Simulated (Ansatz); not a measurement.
HfC: geometry relaxation (part 2 of 2)

The same run, continued: HfC (P6₃mc, 4 atoms in the cell); DFT r2SCAN, scalar-relativistic, plane waves, PAW, no spin polarisation (Ansatz 0.2.0); cutoff 500 eV, 12×12×10 k-mesh, Gaussian smearing of 0.1 eV. The structure was made by swapping elements on the sites of another compound; it need not be a known phase. It belongs to a series of runs on one base structure; here: Si -> Hf on all its sites, cell and atoms relaxed.

Geometry of the input (Å; fractional positions):
```
3.8323  0.0000  0.0000
-1.9161  3.3188  0.0000
0.0000  0.0000  4.6499
Hf 0.3333  0.6667  0.4460
Hf 0.6667  0.3333  0.9460
C  0.3333  0.6667  0.9290
C  0.6667  0.3333  0.4290
```

Output, continued
```
SCF iter   1: F=—  HF=-31972.783952 eV  |F-HF|=—  |Δ(HF+E_count)|=         —  Δρ=1.61e-3  dr2=1.25e-3  dr2_τ=7.16e-3  ethr=2.01e-6  ⟨swp⟩=2.0  Hψ=17059  notcnv=0
preconditioner: auto → Resta (q_TF=auto, 2.735 Å⁻¹)  ε∞=5.1  [insulator: Δε(μ)=0.098 eV  Ē_g=17.774 eV  σ=0.100 eV  W_gap=0.51  n_scr=22 (ndim 8)  ℏωp=36.2 eV  f_vac=0.041  D(μ)=0.20/eV (n_scr^D=0)  ε∞_Penn≈5.1]
SCF iter   2: F=—  HF=-31972.787022 eV  |F-HF|=—  |Δ(HF+E_count)|=   3.07e-3  Δρ=8.89e-4  dr2=3.94e-4  dr2_τ=8.54e-6  ethr=2.01e-6  ⟨swp⟩=2.0  Hψ=7512  notcnv=0
preconditioner: auto → Kerker (q_TF=auto, 2.735 Å⁻¹)  [metal: Δε(μ)=0.092 eV  Ē_g=17.774 eV  σ=0.100 eV  W_gap=0.48  n_scr=22 (ndim 8)  ℏωp=36.2 eV  f_vac=0.041  D(μ)=0.20/eV (n_scr^D=0)]
SCF iter   3: F=—  HF=-31972.786924 eV  |F-HF|=—  |Δ(HF+E_count)|=   9.80e-5  Δρ=1.58e-4  dr2=1.21e-5  dr2_τ=2.43e-6  ethr=6.57e-7  ⟨swp⟩=2.0  Hψ=5261  notcnv=0
SCF iter   4: F=—  HF=-31972.786929 eV  |F-HF|=—  |Δ(HF+E_count)|=   4.61e-6  Δρ=7.99e-5  dr2=2.31e-6  dr2_τ=1.30e-7  ethr=2.01e-8  ⟨swp⟩=2.0  Hψ=6611  notcnv=0
SCF iter   5: F=—  HF=-31972.786930 eV  |F-HF|=—  |Δ(HF+E_count)|=   1.59e-6  Δρ=3.77e-5  dr2=6.68e-7  dr2_τ=5.67e-8  ethr=3.86e-9  ⟨swp⟩=2.0  Hψ=7523  notcnv=0
SCF iter   6: F=-31972.786930 eV  HF=-31972.786930 eV  |F-HF|=2.00e-8  |Δ(HF+E_count)|=   2.62e-7  Δρ=9.55e-6  dr2=5.43e-8  dr2_τ=5.58e-9  ethr=6.67e-10  ⟨swp⟩=9.3  Hψ=35463  notcnv=0
SCF 6 converged in 6 iterations: F = -31972.786930 eV  dr2 = 5.43e-8
relax step   6: F+E_penalty+E_count = -31972.78693008 eV  Δ(F+E_penalty+E_count) = -1.011e-3 eV  max|allowed force component| = 2.428e-3 eV/Å  Δτ_max = 0.0060 Å  P = +0.007 GPa  Ω = 59.086 Å³  energy of the carried Pulay correction = +7.345e-6 eV  (6 SCF iters, dr2 threshold 4.00e-7 eV, accepted)
Initial wavefunctions: pseudopotential atomic-orbital guess (no wavefunctions were taken with the density)
iter 1 solved again at ethr=5.74e-8 eV; its pass at ethr=3.10e-3 eV (dr2=3.44e-5 eV) is discarded
SCF iter   1: F=—  HF=-31972.786920 eV  |F-HF|=—  |Δ(HF+E_count)|=         —  Δρ=1.08e-5  dr2=5.67e-8  dr2_τ=1.33e-8  ethr=5.74e-8  ⟨swp⟩=3.4  Hψ=25039  notcnv=0
preconditioner: auto → Kerker (q_TF=auto, 2.735 Å⁻¹)  [metal: Δε(μ)=0.090 eV  Ē_g=17.775 eV  σ=0.100 eV  W_gap=0.47  n_scr=22 (ndim 8)  ℏωp=36.2 eV  f_vac=0.041  D(μ)=0.20/eV (n_scr^D=0)]
SCF iter   2: F=—  HF=-31972.786924 eV  |F-HF|=—  |Δ(HF+E_count)|=   3.34e-6  Δρ=7.10e-6  dr2=3.10e-8  dr2_τ=1.38e-9  ethr=9.45e-11  ⟨swp⟩=2.1  Hψ=7561  notcnv=0
SCF iter   3: F=—  HF=-31972.786924 eV  |F-HF|=—  |Δ(HF+E_count)|=   1.73e-8  Δρ=4.58e-6  dr2=1.54e-8  dr2_τ=3.33e-10  ethr=5.17e-11  ⟨swp⟩=2.8  Hψ=6786  notcnv=0
SCF iter   4: F=—  HF=-31972.786924 eV  |F-HF|=—  |Δ(HF+E_count)|=   1.03e-8  Δρ=1.13e-6  dr2=7.27e-10  dr2_τ=8.34e-11  ethr=2.57e-11  ⟨swp⟩=2.0  Hψ=5533  notcnv=0
SCF iter   5: F=-31972.786924 eV  HF=-31972.786924 eV  |F-HF|=2.18e-11  |Δ(HF+E_count)|=  2.44e-10  Δρ=3.51e-7  dr2=7.14e-11  dr2_τ=1.19e-11  ethr=1.00e-12  ⟨swp⟩=5.1  Hψ=21529  notcnv=0
SCF 7 converged in 5 iterations: F = -31972.786924 eV  dr2 = 7.14e-11
relax step   7: F+E_penalty+E_count = -31972.78692376 eV  Δ(F+E_penalty+E_count) = +6.314e-6 eV  max|allowed force component| = 2.463e-3 eV/Å  Δτ_max = 0.0000 Å  P = +0.007 GPa  Ω = 59.086 Å³  stress off target by 1.52e-2 GPa  SCF on the basis re-selected at this cell (its energy is not comparable with the rows above)  (5 SCF iters)
```

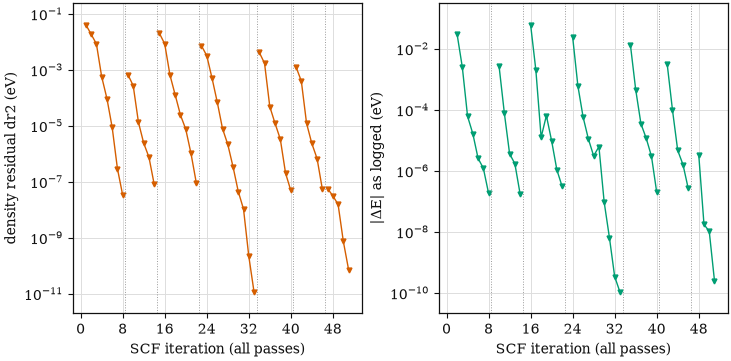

Fig. 1: Convergence of the self-consistent field: density residual dr2 and size of the energy change against the SCF iteration. The dotted lines part the SCF passes of the relaxation: geometry steps, rejected trials and re-solves on a re-selected basis. The 7 passes take 5 to 11 iterations each, 51 in all.

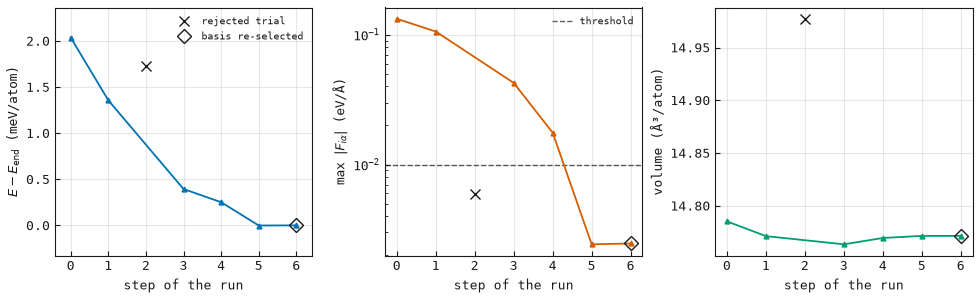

Fig. 2: Progress of the relaxation, step by step (the first geometry is step 0 here and step 1 in the log).

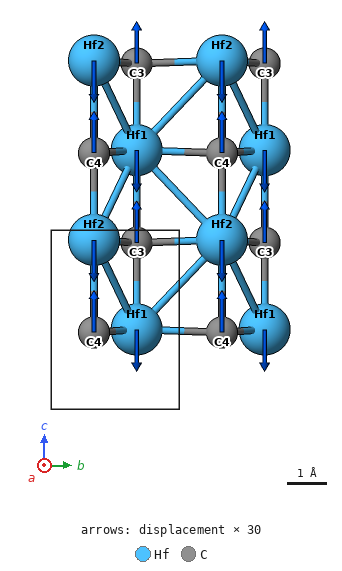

Fig. 3: The starting structure with the displacements (without the part carried along by the change of the cell) as blue arrows, magnified 30 times (ball-and-stick view of the cell of the calculation, repeated 1 × 2 × 2, along the a axis). Over 5 geometry steps the energy falls by 2.0 meV per atom. Largest force component: 0.13 eV/Å at the start, 0.0025 eV/Å at the end. The pressure goes from 0.01 to 0.01 GPa. The line search rejected the trial step at point 2 (counted from 0) and went back. The largest moves relative to the cell, 0.037 Å, are those of Hf1, Hf2, C3 and C4. Largest moves by element: C 0.037 Å, Hf 0.037 Å. The volume changes by −0.1 %, with a = b 3.832 → 3.840 Å (+0.2 %), c 4.650 → 4.628 Å (−0.5 %). Among the contacts that change: Hf1–C3 2.404 → 2.318 Å, Hf1–Hf2 3.209 → 3.204 Å. The space group (tolerance 0.01 Å) goes from P6_3mc (No. 186) to P6_3/mmc (No. 194). A last SCF at the same geometry on a re-selected plane-wave basis shifts the energy by +0.0 meV per atom. (Atoms are counted from 1 in the order of the input.)

```
basis re-selected at this cell: Δ(F+E_penalty+E_count) = +6.314e-6 eV, ΔP = -0.000 GPa vs the last step (what re-selecting the basis moved, of the pressure what is left beyond the Pulay correction that the steps carried, after the strain that the cell walked since its last selection, with what the two solves' SCF thresholds leave and, on support functions, any second-order correction that the steps lacked; it is no measure of the basis error at this ecutwfc). This SCF's stress stands 1.52e-2 GPa from its target on what of the cell is left free (relax.cell.stress_tol is 1.00e-1 GPa) and its largest allowed force component is 2.46e-3 eV/Å (relax.f_tol is 1.00e-2 eV/Å): within both
SCF converged after 5 iterations
Free energy (F): -31972.786924 eV
Harris-Foulkes:  -31972.786924 eV  (|F-HF|=2.18e-11)
Internal energy: -31972.785913 eV  (E = F + TS)
E sigma→0 (E₀):  -31972.786418 eV
Entropy (-TS):   -0.001011 eV (-0.253 meV/atom)
Fermi energy:    16.561411 eV
--- Per-component energies (eV) ---
  E_band       = -22.940263
  E_kinetic    = 1024.193404
  E_local      = -11341.110413  (includes V_loc(G=0)·N_el)
  E_nonlocal   = -2442.700510
  E_hartree    = 5295.852684
  E_xc         = -662.755192
  E_vxc        = -718.298302  (∫ρ·V_xc dr)
  E_paw        = -14106.161657  (= ΣΔE_a)
  E_vpaw       = 2827.933932  (= ΣTr[D̂ρ^β])
  E_aug_tail   = 0.000006  (compensation charges beyond the density's cutoff)
  E_vtau       = 35.335798  (kinetic-family band-sum trace: ∫τ·v_τ [+ j·A + Jᵃ·Aᵃ] dr)
  E_ewald      = -9740.697730
  E_core_change = 0.593496  (= ΣΔE_core)
  E_smearing   = -0.001011  (= −TS)
  E_closure    = 0.000000  (closes the sum)
  Σ components = -31972.786924   (vs F -31972.786924, Δ=0.00e0)
--- Forces (eV/Å), atoms counted from 1 ---
  atom   1  Hf     0.00000000    -0.00000000    -0.00246339
  atom   2  Hf     0.00000000     0.00000000    -0.00246339
  atom   3  C      0.00000000    -0.00000000     0.00246174
  atom   4  C     -0.00000000     0.00000000     0.00246174
  max |Σ_I F_I| component: 3.30e-6 eV/Å
--- Stress (GPa, compression-positive) ---
        0.015176       0.000000      -0.000000
        0.000000       0.015176      -0.000000
        0.000000      -0.000000      -0.010153
  P = ⅓ Tr σ = 0.0067 GPa (0.067 kbar)
--- Band table (eV; the first three rows and the last of 114) ---
  k-point 0: bands = ["-46.4258", "-46.3654", "-14.7391", "-14.5689", "-14.5689", "-14.3572", "-14.3572", "-14.1331", "4.0843", "4.9137", "5.1692", "5.1780", "5.1878", "5.1878", "5.1878", "5.1878", "5.1878", "5.2096", "5.2096", "5.2106", "5.2106", "5.2361", "5.3306", "6.1891", "13.6141", "13.6141", "13.7294", "13.7294", "14.3884", "17.8149", "18.0427", "18.0427", "19.1759", "21.7059", "21.7281", "21.7281"]
  k-point 1: bands = ["-46.4243", "-46.3669", "-14.7262", "-14.5638", "-14.5638", "-14.3624", "-14.3624", "-14.1502", "4.1534", "4.9125", "5.1720", "5.1782", "5.1852", "5.1852", "5.1857", "5.1857", "5.1875", "5.2129", "5.2129", "5.2133", "5.2133", "5.2345", "5.3463", "6.2227", "13.5587", "13.5587", "13.6839", "13.6839", "14.1794", "17.0862", "18.2327", "18.2327", "19.4058", "21.8170", "21.8170", "22.3890"]
  k-point 2: bands = ["-46.4200", "-46.3712", "-14.6883", "-14.5487", "-14.5487", "-14.3774", "-14.3774", "-14.1989", "4.3376", "4.9080", "5.1789", "5.1799", "5.1805", "5.1805", "5.1815", "5.1815", "5.1868", "5.2190", "5.2190", "5.2195", "5.2195", "5.2304", "5.4054", "6.3012", "13.4298", "13.4298", "13.5657", "13.5657", "13.6842", "15.8412", "18.7570", "18.7570", "19.7069", "22.0205", "22.0205", "23.3201"]
  k-point 113: bands = ["-46.3917", "-46.3917", "-14.7977", "-14.7977", "-14.5448", "-14.5448", "-14.2091", "-14.2091", "5.0960", "5.0960", "5.1424", "5.1424", "5.1613", "5.1613", "5.1855", "5.1855", "5.1906", "5.1906", "5.2141", "5.2141", "5.2366", "5.2366", "7.1885", "7.1885", "11.7744", "11.7744", "14.0843", "14.0843", "14.4888", "14.4888", "18.1598", "18.1598", "21.2351", "21.2351", "22.4587", "22.4587"]
--- Relaxed structure (6 steps of the walk, 5 accepted, 1 SCFs on fresh bases) ---
  F+E_penalty+E_count = -31972.78692376 eV   max|allowed force component| = 2.463e-3 eV/Å   (the final SCF, on the basis selected at the relaxed cell)
  cell:  # Å, volume = 59.0858 Å³
    - [3.839721798303088, 2.892357741836068e-11, 1.5243035894853347e-19]
    - [-1.9198608991765926, 3.325296620780881, -1.1992913181144762e-19]
    - [1.849527213480874e-19, -6.124613625100671e-20, 4.62756912787355]
  atoms:
    - { symbol: Hf, position: [0.33333333333333326, 0.6666666666666665, 0.43799588735973344] }
    - { symbol: Hf, position: [0.6666666666666666, 0.3333333333333333, 0.9379958873597333] }
    - { symbol: C, position: [0.33333333333333326, 0.6666666666666665, 0.9370041126402667] }
    - { symbol: C, position: [0.6666666666666666, 0.3333333333333333, 0.4370041126402665] }
```

Trajectory as extended XYZ (Å, eV, eV/Å), 7 frames, from step=1 to step=7
```
4
Lattice="3.8323 0.0000 0.0000 -1.9161 3.3188 0.0000 0.0000 0.0000 4.6499" Properties=species:S:1:pos:R:3:forces:R:3 step=1 energy=-31972.77878 pressure_GPa=0.01
Hf    0.0000    2.2126    2.0738    0.0000   0.0000  -0.1328
Hf    1.9161    1.1063    4.3987    0.0000   0.0000  -0.1328
C     0.0000    2.2126    4.3199    0.0000   0.0000   0.1328
C     1.9161    1.1063    1.9949    0.0000   0.0000   0.1328
4
Lattice="3.8336 0.0000 0.0000 -1.9168 3.3200 0.0000 0.0000 0.0000 4.6423" Properties=species:S:1:pos:R:3:forces:R:3 step=2 energy=-31972.78150 pressure_GPa=0.14
Hf    0.0000    2.2133    2.0647    0.0000   0.0000  -0.1060
Hf    1.9168    1.1067    4.3858    0.0000   0.0000  -0.1060
C     0.0000    2.2133    4.3184    0.0000   0.0000   0.1059
C     1.9168    1.1067    1.9973    0.0000   0.0000   0.1059
4
Lattice="3.8578 0.0000 0.0000 -1.9289 3.3409 0.0000 0.0000 0.0000 4.6482" Properties=species:S:1:pos:R:3:forces:R:3 step=3 energy=-31972.78001 pressure_GPa=-2.60 accepted=F
Hf    0.0000    2.2273    2.0408    0.0000   0.0000  -0.0059
Hf    1.9289    1.1136    4.3649    0.0000   0.0000  -0.0059
C     0.0000    2.2273    4.3505    0.0000   0.0000   0.0060
C     1.9289    1.1136    2.0264    0.0000   0.0000   0.0060
4
Lattice="3.8351 0.0000 0.0000 -1.9176 3.3213 0.0000 0.0000 0.0000 4.6362" Properties=species:S:1:pos:R:3:forces:R:3 step=4 energy=-31972.78535 pressure_GPa=0.12
Hf    0.0000    2.2142    2.0491    0.0000   0.0000  -0.0426
Hf    1.9176    1.1071    4.3671    0.0000   0.0000  -0.0426
C     0.0000    2.2142    4.3257    0.0000   0.0000   0.0426
C     1.9176    1.1071    2.0076    0.0000   0.0000   0.0426
4
Lattice="3.8449 0.0000 0.0000 -1.9224 3.3298 0.0000 0.0000 0.0000 4.6146" Properties=species:S:1:pos:R:3:forces:R:3 step=5 energy=-31972.78592 pressure_GPa=0.16
Hf    0.0000    2.2198    2.0272    0.0000   0.0000  -0.0176
Hf    1.9224    1.1099    4.3344    0.0000   0.0000  -0.0176
C     0.0000    2.2198    4.3179    0.0000   0.0000   0.0176
C     1.9224    1.1099    2.0106    0.0000   0.0000   0.0176
4
Lattice="3.8397 0.0000 0.0000 -1.9199 3.3253 0.0000 0.0000 0.0000 4.6276" Properties=species:S:1:pos:R:3:forces:R:3 step=6 energy=-31972.78693 pressure_GPa=0.01
Hf    0.0000    2.2169    2.0269    0.0000   0.0000  -0.0024
Hf    1.9199    1.1084    4.3406    0.0000   0.0000  -0.0024
C     0.0000    2.2169    4.3361    0.0000   0.0000   0.0024
C     1.9199    1.1084    2.0223    0.0000   0.0000   0.0024
4
Lattice="3.8397 0.0000 0.0000 -1.9199 3.3253 0.0000 0.0000 0.0000 4.6276" Properties=species:S:1:pos:R:3:forces:R:3 step=7 energy=-31972.78692 pressure_GPa=0.01
Hf    0.0000    2.2169    2.0269    0.0000   0.0000  -0.0025
Hf    1.9199    1.1084    4.3406    0.0000   0.0000  -0.0025
C     0.0000    2.2169    4.3361    0.0000   0.0000   0.0025
C     1.9199    1.1084    2.0223    0.0000   0.0000   0.0025
```

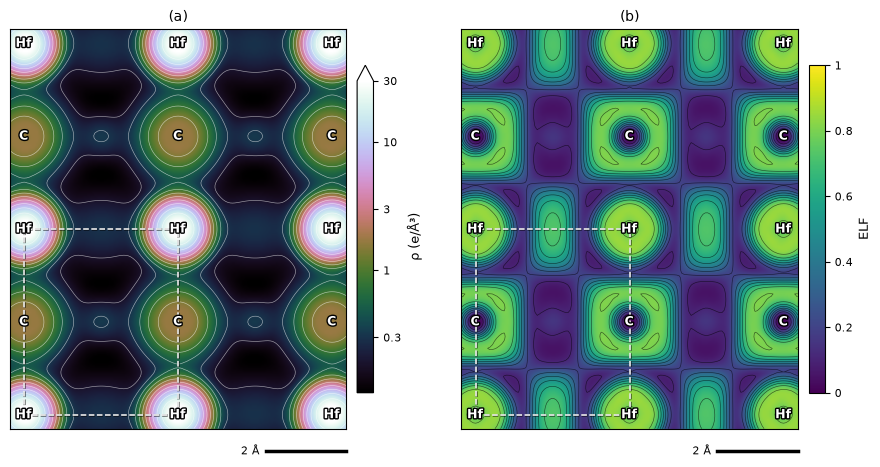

Fig. 4: (a) valence charge density (pseudo); (b) ELF on the (010) plane of the conventional cell. The section cuts through Hf and C sites. Hf–C (2.31 Å): ρ is about 0.51 e/Å³ halfway; the ELF is about 0.20 at the midpoint; no shared pair; the contact is polar. Away from the nuclei the density in this plane falls to 0.11 e/Å³ at its lowest. The strong features right at Hf lie inside the PAW spheres (semicore, d or f shells) and say nothing about bonding. Core electrons are frozen (PAW), so the fields are smoothed inside the atomic spheres.

Key numbers

| quantity | value |
| --- | --- |
| outcome | converged |
| space group (tolerance 0.01 Å) | P6₃mc (186) → P6₃/mmc (194) |
| electrons treated | 60 |
| free energy | −31972.7869 eV |
| Fermi energy | 16.561 eV |
| gap on the k-point mesh | none (metallic) |
| pressure | 0.01 GPa |
| final volume | 59.09 Å³ |
| largest force (length of the vector) at the end | 0.002 eV/Å |
| final cell | a = 3.840 Å, b = 3.840 Å, c = 4.628 Å, α = 90.00°, β = 90.00°, γ = 120.00° |
| hardware | 1 thread of Oxide Virtual Turin-like (Zen 5), 32 GiB of memory available, shared host |
| wall time | 7 min |
| peak memory | 0.7 GiB |

Notes

Spin–orbit coupling is left out, which matters for Hf.
